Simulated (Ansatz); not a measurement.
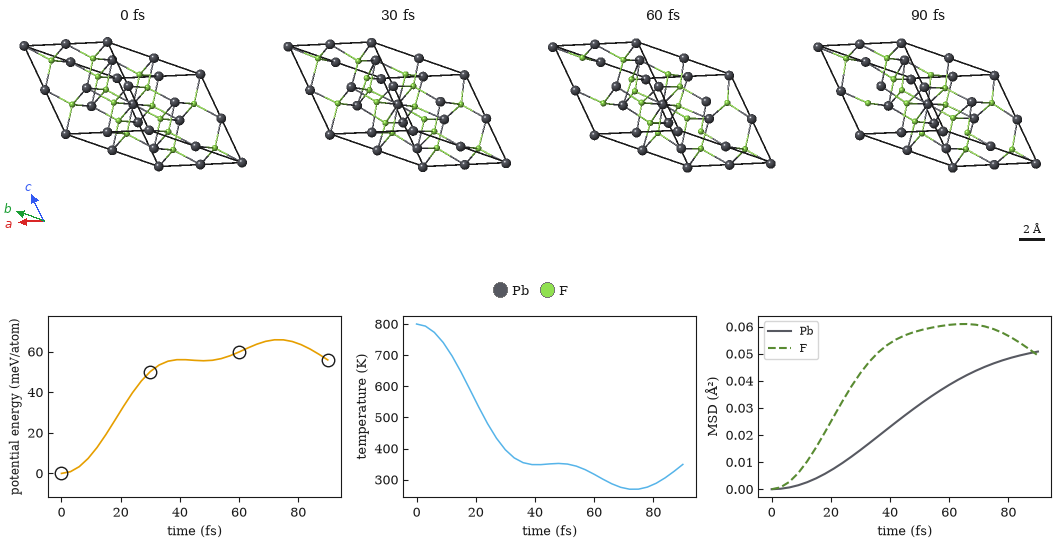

A Born-Oppenheimer molecular dynamics run of a 24-atom cell of PbF2 (built on the fluorite type), 90 fs long. Frames and the history of the run. Style: ball-and-stick. Shown: the reduced simulation cell, from a free direction. Bonds to atoms that aren't drawn are left out. Lengths and directions refer to the drawn axes.

All numbers below come from DFT, PBEsol, plane waves, PAW in Ansatz 0.2.0. Run with plane-wave cutoff 420 eV; k-point mesh 2 × 2 × 2; Fermi-Dirac smearing 0.069 eV; constant energy (NVE); velocities drawn for 800 K; time step 3 fs.

**Describe the run.**

In the second half of the run the atoms are, in the root-mean-square, this far from where they began (common drift taken out): F 0.24 Å, Pb 0.20 Å. The run lasts only 90 fs, too short to tell vibration from diffusion. Over the second half the temperature averages 312 K (spread ±31 K). The first frame carries almost no forces, so kinetic energy first flows into potential energy: the temperature drops from 800 to 348 K within 42 fs, and without a thermostat its mean stays below the start. The potential energy in the second half lies on average 60.5 meV per atom above the first frame.

Cost: 4.9 min on 4 threads of Arm Neoverse N1, on a shared host, peak memory 1.7 GiB.
